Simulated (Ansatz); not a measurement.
**Geometry relaxation, with input and output: In₁₅GaP₁₆ (part 1 of 3)**

The run: geometry relaxation of In₁₅GaP₁₆ (defect cell, 32 atoms in the cell). Method and program: DFT PBE, scalar-relativistic, plane waves, PAW, no spin polarisation (Ansatz 0.2.0).

The structure derives from a Materials Project entry. It belongs to a series of runs on one base structure; here: Ga on a In site (a), charge +0, atoms relaxed at the host's cell.

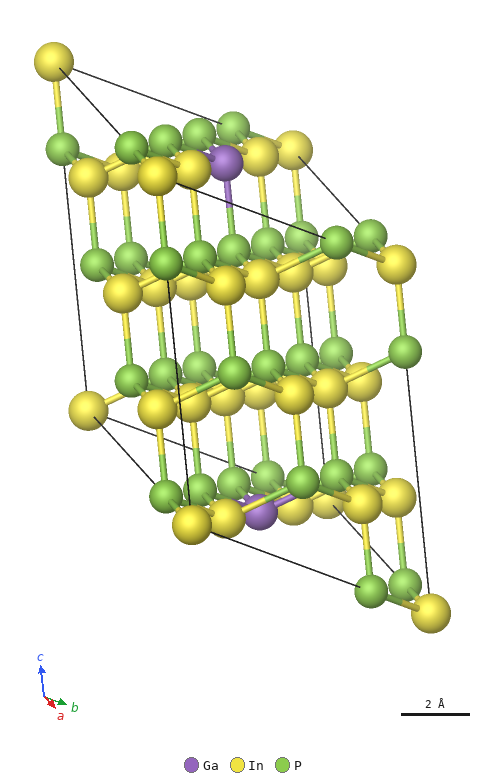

Figure 1. The structure as given in the input (ball-and-stick view of the cell of the calculation, seen slightly off an axis).

**Input file**
```yaml
crystal:
  lattice:
    - [-5.9597880289, 5.9597880289, 5.9597880289]
    - [5.9597880289, -5.9597880289, 5.9597880289]
    - [5.9597880289, 5.9597880289, -5.9597880289]
  atoms:
    - { symbol: Ga, position: [0.5, 0.5, 0.0] }
    - { symbol: In, position: [0.5, 0.75, 0.75] }
    - { symbol: In, position: [0.5, 0.0, 0.5] }
    - { symbol: In, position: [0.75, 0.25, 0.0] }
    - { symbol: In, position: [0.5, 0.25, 0.25] }
    - { symbol: In, position: [0.75, 0.5, 0.75] }
    - { symbol: In, position: [0.75, 0.75, 0.5] }
    - { symbol: In, position: [0.0, 0.0, 0.0] }
    - { symbol: In, position: [0.75, 0.0, 0.25] }
    - { symbol: In, position: [0.0, 0.25, 0.75] }
    - { symbol: In, position: [0.0, 0.5, 0.5] }
    - { symbol: In, position: [0.25, 0.75, 0.0] }
    - { symbol: In, position: [0.0, 0.75, 0.25] }
    - { symbol: In, position: [0.25, 0.0, 0.75] }
    - { symbol: In, position: [0.25, 0.25, 0.5] }
    - { symbol: In, position: [0.25, 0.5, 0.25] }
    - { symbol: P, position: [0.25, 0.5, 0.0] }
    - { symbol: P, position: [0.25, 0.75, 0.75] }
    - { symbol: P, position: [0.25, 0.0, 0.5] }
    - { symbol: P, position: [0.5, 0.25, 0.0] }
    - { symbol: P, position: [0.25, 0.25, 0.25] }
    - { symbol: P, position: [0.5, 0.5, 0.75] }
    - { symbol: P, position: [0.5, 0.75, 0.5] }
    - { symbol: P, position: [0.75, 0.0, 0.0] }
    - { symbol: P, position: [0.5, 0.0, 0.25] }
    - { symbol: P, position: [0.75, 0.25, 0.75] }
    - { symbol: P, position: [0.75, 0.5, 0.5] }
    - { symbol: P, position: [0.0, 0.75, 0.0] }
    - { symbol: P, position: [0.75, 0.75, 0.25] }
    - { symbol: P, position: [0.0, 0.0, 0.75] }
    - { symbol: P, position: [0.0, 0.25, 0.5] }
    - { symbol: P, position: [0.0, 0.5, 0.25] }
  host:
    lattice:
      - [0.0, 2.9798940145, 2.9798940145]
      - [2.9798940145, 0.0, 2.9798940145]
      - [2.9798940145, 2.9798940145, 0.0]
    atoms:
      - { symbol: In, position: [0.0, 0.0, 0.0] }
      - { symbol: P, position: [0.25, 0.25, 0.25] }
basis:
  ecutwfc: 420
  xc_grid: 2
kpoints:
  mp_grid: { grid: [4, 4, 4], shift: [0.5, 0.5, 0.5] }
hamiltonian:
  xc: pbe
scf:
  occupations: { method: gaussian, width: 0.02 }
output:
  forces: true
  stress: false
  eigenvalues: true
  charged_corrections:
    defect_position: [0.5, 0.5, 0.0]
    epsilon: [[15.0794, 0.0, 0.0], [0.0, 15.0794, 0.0], [0.0, 0.0, 15.0794]]
  write_density: true
  write_potential: true
  elf: true
  volumetric_format: npy
relax:
  adjacent_minimum: "off"
  f_tol: 0.025
  max_steps: 45
```

Hardware: 4 threads of Arm Neoverse V1, 24 GiB of memory available, shared host.

Launch command:
```bash
ansatz run input.yaml --threads 4 --pin off --max-ram 8192MiB --backend cpu --events-out ev --progress --plain --runs-dir out
```

**Output**
```
Engine: ansatz 0.2.0, aarch64-unknown-linux-gnu
Pseudopotentials: kind: paw
Pseudopotential: Ga, paw, valence charge 13, recommended cutoff 420 eV (normal), Ga.paw.azcp
Pseudopotential: In, paw, valence charge 13, recommended cutoff 420 eV (normal), In.paw.azcp
Pseudopotential: P, paw, valence charge 5, recommended cutoff 420 eV (normal), P.paw.azcp
Functional definition: PBE
  parameter kappa = 0.804
  parameter beta = 0.06672455060314922
  exchange = pbe_x(kappa = kappa, mu = beta*pi^2/3)
  correlation = pbe_c(beta = beta)
Crystal: 32 atoms, lattice volume = 846.745 Å³
Basis set: ecut = 420 eV, 16487 PW (Γ), exchange–correlation on 144×144×144 points (8 copies of the dense FFT grid, shifted against one another)
Bands: 176, of which v1, the nominal top of the filled ones, is band 144 counted from 1 (143 counted from 0)
Symmetry: 24 space group operations
Space group: I-43m (ITA 217), of the structure as read, at distance tolerance 9.5e-5 Å
k-points: 6 of 64 (time reversal used)
Non-local potential: Ga, projectors of the file, l = 0: 2, l = 1: 2, l = 2: 3, l = 3: 1
Non-local potential: In, projectors of the file, l = 0: 2, l = 1: 2, l = 2: 2, l = 3: 2
Non-local potential: P, projectors of the file, l = 0: 2, l = 1: 2, l = 2: 2
PAW form: soft (Blöchl's): semilocal exchange-correlation on the pseudo side does not see the compensation charge
PAW one-centre angular grid: Ga, 590 points (default); XC on 64 Gauss nodes
PAW one-centre angular grid: In, 590 points (default); XC on 64 Gauss nodes
PAW one-centre angular grid: P, 110 points (default); XC on 64 Gauss nodes
Initial density: superposition of atomic densities (neutral atoms: chi_scale 0, normalization atom), corrected by the library's trained network
Initial wavefunctions: pseudopotential atomic-orbital guess
Functional: x = pbe(κ = 0.804, μ = 0.2195149727645171), c = pbe(β = 0.06672455060314922)
SCF iter   1: F=—  HF=-99849.261562 eV  |F-HF|=—  |Δ(HF+E_count)|=         —  Δρ=1.82e-3  dr2=6.55e-2  ethr=1.77e-3  ⟨swp⟩=7.8  Hψ=4853  notcnv=0  defer=44
preconditioner: auto → Resta (q_TF=auto, 2.279 Å⁻¹)  ε∞=3.7  [insulator: Δε(μ)=1.239 eV  Ē_g=13.114 eV  σ=0.020 eV  W_gap=1.00  n_scr=176 (ndim 8)  ℏωp=21.7 eV  f_vac=0.031  D(μ)=0.00/eV (n_scr^D=0)  ε∞_Penn≈3.7]
SCF iter   2: F=—  HF=-99849.240634 eV  |F-HF|=—  |Δ(HF+E_count)|=   2.09e-2  Δρ=8.42e-4  dr2=1.25e-2  ethr=2.28e-5  ⟨swp⟩=2.5  Hψ=1905  notcnv=0  defer=164
SCF iter   3: F=—  HF=-99849.240774 eV  |F-HF|=—  |Δ(HF+E_count)|=   1.39e-4  Δρ=2.85e-4  dr2=1.11e-3  ethr=4.35e-6  ⟨swp⟩=2.0  Hψ=1773  notcnv=0  defer=164
SCF iter   4: F=—  HF=-99849.241740 eV  |F-HF|=—  |Δ(HF+E_count)|=   9.66e-4  Δρ=1.70e-4  dr2=3.12e-4  ethr=3.86e-7  ⟨swp⟩=2.0  Hψ=1755  notcnv=0  defer=164
SCF iter   5: F=—  HF=-99849.241813 eV  |F-HF|=—  |Δ(HF+E_count)|=   7.32e-5  Δρ=5.07e-5  dr2=3.29e-5  ethr=1.08e-7  ⟨swp⟩=2.0  Hψ=1756  notcnv=0  defer=164
SCF iter   6: F=-99849.241878 eV  HF=-99849.241874 eV  |F-HF|=4.21e-6  |Δ(HF+E_count)|=   6.13e-5  Δρ=1.60e-5  dr2=1.99e-6  ethr=5.43e-9  ⟨swp⟩=20.0  Hψ=10868  notcnv=0
SCF 1 converged in 6 iterations: F = -99849.241878 eV  dr2 = 1.99e-6
  greatest PAW one-centre occupation: 0.995 electrons in one spin orbital (limit 2), on the Ga atom at site 0 (counted from 0), in its partial waves of l = 2
relax step   1: F+E_penalty+E_count = -99849.24187845 eV  Δ(F+E_penalty+E_count) = +0.000e0 eV  max|allowed force component| = 5.271e-1 eV/Å  Δτ_max = 0.0000 Å  (6 SCF iters, dr2 threshold 1.56e-5 eV, accepted)
Initial density: handed on by an earlier stage of this run
Initial wavefunctions: those handed on with the density
iter 1 solved again at ethr=5.59e-5 eV; its pass at ethr=3.10e-3 eV (dr2=1.61e-1 eV) is discarded
SCF iter   1: F=—  HF=-99849.545520 eV  |F-HF|=—  |Δ(HF+E_count)|=         —  Δρ=4.22e-3  dr2=1.64e-1  ethr=5.59e-5  ⟨swp⟩=2.2  Hψ=3580  notcnv=0  defer=165
preconditioner: auto → Resta (q_TF=auto, 2.279 Å⁻¹)  ε∞=3.7  [insulator: Δε(μ)=1.245 eV  Ē_g=13.098 eV  σ=0.020 eV  W_gap=1.00  n_scr=176 (ndim 8)  ℏωp=21.7 eV  f_vac=0.021  D(μ)=0.00/eV (n_scr^D=0)  ε∞_Penn≈3.7]
SCF iter   2: F=—  HF=-99849.522740 eV  |F-HF|=—  |Δ(HF+E_count)|=   2.28e-2  Δρ=2.15e-3  dr2=3.01e-2  ethr=5.59e-5  ⟨swp⟩=3.0  Hψ=1230  notcnv=0  defer=165
SCF iter   3: F=—  HF=-99849.521408 eV  |F-HF|=—  |Δ(HF+E_count)|=   1.33e-3  Δρ=6.02e-4  dr2=2.73e-3  ethr=1.04e-5  ⟨swp⟩=2.0  Hψ=1776  notcnv=0  defer=165
SCF iter   4: F=—  HF=-99849.521307 eV  |F-HF|=—  |Δ(HF+E_count)|=   1.01e-4  Δρ=1.34e-4  dr2=2.31e-4  ethr=9.50e-7  ⟨swp⟩=2.0  Hψ=1836  notcnv=0  defer=165
SCF iter   5: F=—  HF=-99849.521284 eV  |F-HF|=—  |Δ(HF+E_count)|=   2.31e-5  Δρ=6.38e-5  dr2=3.32e-5  ethr=8.02e-8  ⟨swp⟩=2.5  Hψ=1830  notcnv=0  defer=165
SCF iter   6: F=-99849.521301 eV  HF=-99849.521295 eV  |F-HF|=6.70e-6  |Δ(HF+E_count)|=   1.09e-5  Δρ=2.56e-5  dr2=6.21e-6  ethr=6.03e-9  ⟨swp⟩=22.0  Hψ=12340  notcnv=0
SCF 2 converged in 6 iterations: F = -99849.521301 eV  dr2 = 6.21e-6
  greatest PAW one-centre occupation: 0.994 electrons in one spin orbital (limit 2), on the Ga atom at site 0 (counted from 0), in its partial waves of l = 2
relax step   2: F+E_penalty+E_count = -99849.52130123 eV  Δ(F+E_penalty+E_count) = -2.794e-1 eV  max|allowed force component| = 1.097e-1 eV/Å  Δτ_max = 0.1667 Å  (6 SCF iters, dr2 threshold 1.74e-5 eV, accepted)
SCF iter   1: F=—  HF=-99849.531836 eV  |F-HF|=—  |Δ(HF+E_count)|=         —  Δρ=6.50e-4  dr2=3.22e-3  ethr=1.23e-5  ⟨swp⟩=4.0  Hψ=2498  notcnv=0  defer=165
preconditioner: auto → Resta (q_TF=auto, 2.279 Å⁻¹)  ε∞=3.7  [insulator: Δε(μ)=1.247 eV  Ē_g=13.093 eV  σ=0.020 eV  W_gap=1.00  n_scr=176 (ndim 8)  ℏωp=21.7 eV  f_vac=0.020  D(μ)=0.00/eV (n_scr^D=0)  ε∞_Penn≈3.7]
SCF iter   2: F=—  HF=-99849.531353 eV  |F-HF|=—  |Δ(HF+E_count)|=   4.83e-4  Δρ=3.36e-4  dr2=7.27e-4  ethr=1.12e-6  ⟨swp⟩=2.0  Hψ=1323  notcnv=0  defer=165
SCF iter   3: F=—  HF=-99849.531034 eV  |F-HF|=—  |Δ(HF+E_count)|=   3.19e-4  Δρ=7.19e-5  dr2=4.61e-5  ethr=2.53e-7  ⟨swp⟩=2.0  Hψ=1755  notcnv=0  defer=165
SCF iter   4: F=—  HF=-99849.531031 eV  |F-HF|=—  |Δ(HF+E_count)|=   2.53e-6  Δρ=1.90e-5  dr2=7.23e-6  ethr=1.60e-8  ⟨swp⟩=2.7  Hψ=1768  notcnv=0  defer=165
SCF iter   5: F=-99849.531030 eV  HF=-99849.531030 eV  |F-HF|=1.67e-7  |Δ(HF+E_count)|=   1.46e-6  Δρ=8.45e-6  dr2=6.30e-7  ethr=2.61e-10  ⟨swp⟩=18.2  Hψ=9661  notcnv=0
SCF 3 converged in 5 iterations: F = -99849.531030 eV  dr2 = 6.30e-7
relax step   3: F+E_penalty+E_count = -99849.53102968 eV  Δ(F+E_penalty+E_count) = -9.728e-3 eV  max|allowed force component| = 2.263e-2 eV/Å  Δτ_max = 0.0226 Å  (5 SCF iters, dr2 threshold 7.52e-7 eV, accepted)
iter 1 solved again at ethr=2.19e-10 eV; its pass at ethr=3.10e-3 eV (dr2=6.31e-7 eV) is discarded
SCF iter   1: F=—  HF=-99849.531053 eV  |F-HF|=—  |Δ(HF+E_count)|=         —  Δρ=8.46e-6  dr2=6.31e-7  ethr=2.19e-10  ⟨swp⟩=1.0  Hψ=2484  notcnv=0
preconditioner: auto → Resta (q_TF=auto, 2.279 Å⁻¹)  ε∞=3.7  [insulator: Δε(μ)=1.247 eV  Ē_g=13.092 eV  σ=0.020 eV  W_gap=1.00  n_scr=176 (ndim 8)  ℏωp=21.7 eV  f_vac=0.020  D(μ)=0.00/eV (n_scr^D=0)  ε∞_Penn≈3.7]
SCF iter   2: F=—  HF=-99849.531030 eV  |F-HF|=—  |Δ(HF+E_count)|=   2.31e-5  Δρ=4.66e-6  dr2=2.26e-7  ethr=2.19e-10  ⟨swp⟩=2.0  Hψ=1703  notcnv=0
SCF iter   3: F=-99849.531030 eV  HF=-99849.531030 eV  |F-HF|=5.82e-8  |Δ(HF+E_count)|=   1.58e-7  Δρ=2.60e-6  dr2=7.80e-8  ethr=3.47e-11  ⟨swp⟩=9.0  Hψ=6801  notcnv=0
SCF 4 converged in 3 iterations: F = -99849.531030 eV  dr2 = 7.80e-8
relax step   4: F+E_penalty+E_count = -99849.53102990 eV  Δ(F+E_penalty+E_count) = -2.195e-7 eV  max|allowed force component| = 2.262e-2 eV/Å  Δτ_max = 0.0000 Å  (3 SCF iters, accepted)
```

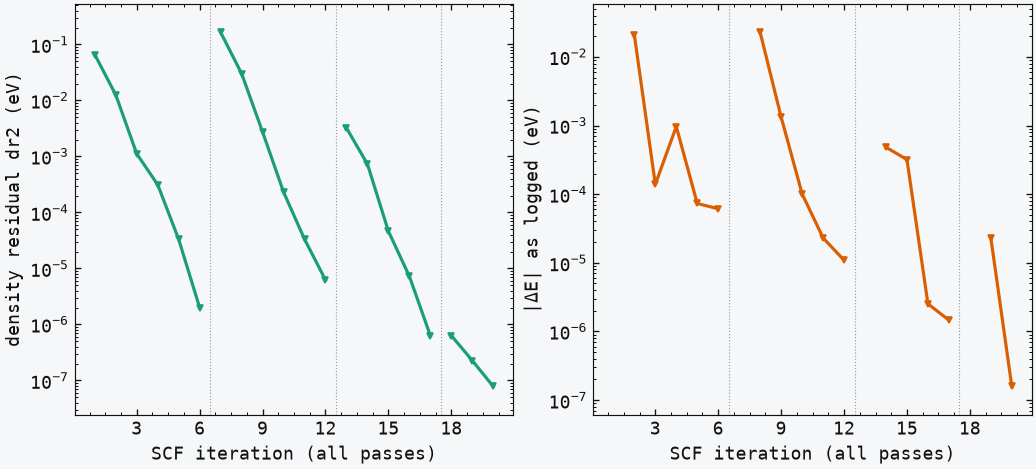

Figure 2. Convergence of the self-consistent field: density residual dr2 and size of the energy change against the SCF iteration. The dotted lines part the SCF passes of the relaxation: geometry steps, rejected trials and re-solves on a re-selected basis. The passes take 6, 6, 5 and 3 iterations.

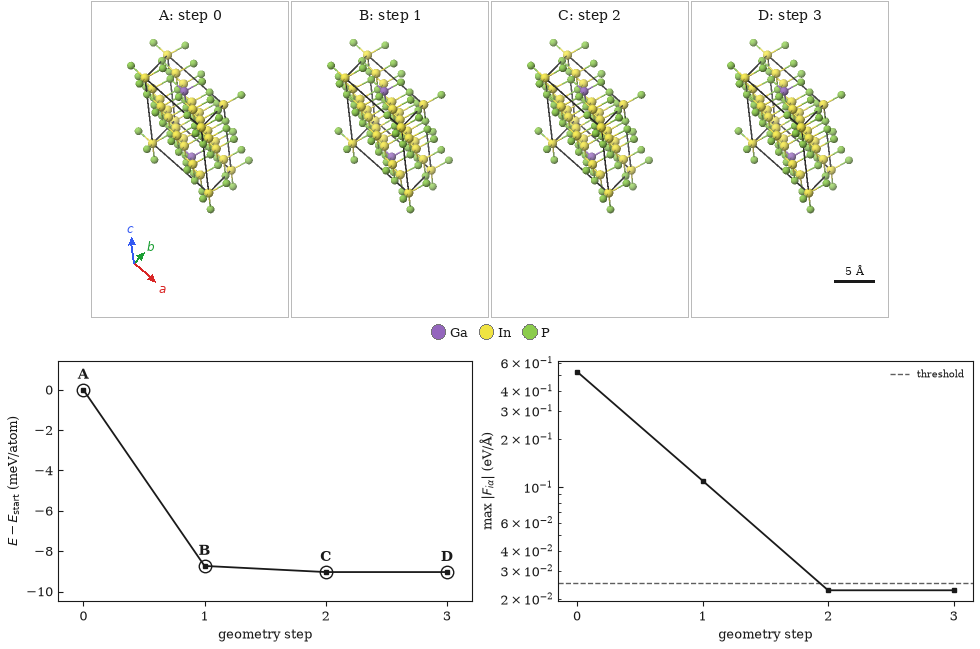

Figure 3. Frames of the relaxation (ball-and-stick view of the cell of the calculation, with bonded neighbours outside it, seen slightly off an axis) above the curves, on which the letters mark them (the first geometry is step 0 here and step 1 in the log).

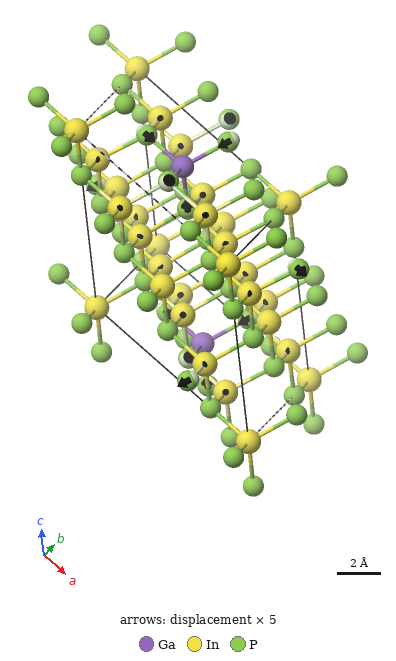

Figure 4. Start (faint) and end (solid) with the displacements as black arrows, magnified 5 times (ball-and-stick view of the cell of the calculation, with bonded neighbours outside it, seen slightly off an axis). Over 3 geometry steps the energy falls by 9.0 meV per atom. The largest force component goes from 0.53 to 0.023 eV/Å. The largest moves, 0.14 Å, are those of P17, P20, P22 and P29. By element the largest moves are P 0.14 Å, In 0.04 Å. Ga stays in place. The lattice vectors keep their values. Among the contacts that change: Ga1–P17 2.581 → 2.437 Å, In10–P17 2.581 → 2.604 Å, In11–P18 2.581 → 2.595 Å. Among the angles that change: P21–In15–P22 109.5° → 112.1°, In2–P22–In6 109.5° → 107.0°, Ga1–P22–In2 109.5° → 111.9°. (Atoms are counted from 1 in the order of the input.)
